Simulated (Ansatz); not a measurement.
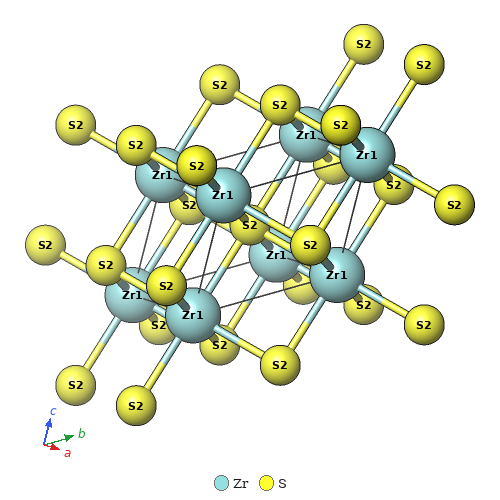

The system is ZrS (Fm-3m, No. 225; 2 atoms in the cell); the picture shows the reference structure. The energy is mapped over volume and the cell's shape. First axis: volume per atom. Second axis: length along [111] over the lengths across it, relative to the cubic cell. Nothing is relaxed (symmetry fixes all fractional coordinates). The grid has 7 × 7 points. Points are written as (first, second). Energies: meV/atom, counted from the lowest grid point. Computed with DFT PBEsol, scalar-relativistic, plane waves, PAW (Ansatz). Settings: cutoff 420 eV, k-mesh 16×16×16, gaussian smearing 0.15 eV, no spin polarisation.

Its coordinates:

```xyz
2
Lattice="0.0000 2.5834 2.5834 2.5834 0.0000 2.5834 2.5834 2.5834 0.0000" Properties=species:S:1:pos:R:3 pbc="T T T"
Zr    0.0000    0.0000    0.0000
S     2.5834    2.5834    2.5834
```

Range: volume per atom from 14.48 to 20.00 Å³; length along [111] over the lengths across it, relative to the cubic cell from 0.834 to 1.200.

Q: What will the energy surface look like?

A: The lowest grid point is at (17.24 Å³, 1.000). It is the only kind of minimum in the scanned range. The highest grid point, (14.48 Å³, 0.834), lies 340 meV/atom above the lowest. Round the minimum the two coordinates are nearly uncoupled.

```csv
"second ↓, first →",14.48,15.40,16.32,17.24,18.16,19.08,20.00
1.200,336,168,80,52,70,121,197
1.129,308,140,53,27,46,99,178
1.062,286,119,33,8,28,82,162
1.000,278,110,25,0,21,76,156
0.941,286,119,33,8,28,83,163
0.886,308,141,56,31,51,105,184
0.834,340,176,91,67,87,140,219
```

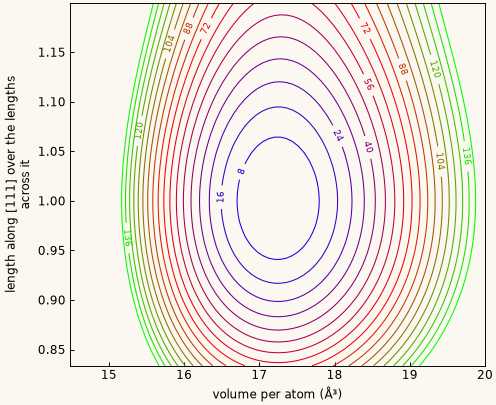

In the figure: contour lines labelled in meV/atom (none above 144). Between grid points the surface is interpolated.

Time for the 49 points that were run: 20 min on 1 thread of Arm Neoverse N1, with other jobs on the host.

PAW datasets: the set soft_1.
